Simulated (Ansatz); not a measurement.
Crystal: Co, the end point of a relaxation at fixed volume with DFT PBE, scalar-relativistic, plane waves, PAW in Ansatz 0.2.0.

```
Co
1.0
     2.38976    0.00000    0.00000
    -1.19488    2.06960    0.00000
     0.00000    0.00000    3.86070
Co
2
Cartesian
  0.0000 1.3797 0.9652
  1.1949 0.6899 2.8955
```

Question: What does its first Brillouin zone look like, and which path through it is standard?

Answer: It has a primitive hexagonal lattice (hP; extended symbol hP2). The zone is a hexagonal prism in its combinatorial type: 8 faces (6 with 4 edges, 2 with 6 edges), 18 edges, 12 vertices. Path: Γ–M–K–Γ–A–L–H–A | L–M | H–K.

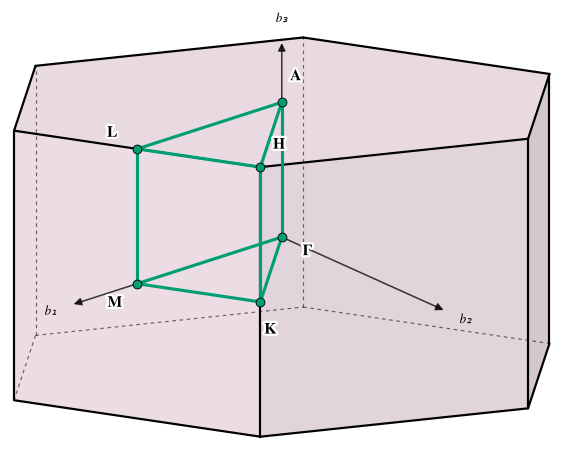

Labels and path follow the convention of Hinuma et al. (2017), as computed by seekpath; the arrows show the directions of the reciprocal primitive vectors b₁, b₂, b₃, in which coordinates are given; lengths include the factor 2π.

```tsv
point	k₁	k₂	k₃	length of k (1/Å)
Γ	0	0	0	0.000
A	0	0	1/2	0.814
K	1/3	1/3	0	1.753
H	1/3	1/3	1/2	1.932
M	1/2	0	0	1.518
L	1/2	0	1/2	1.722
```
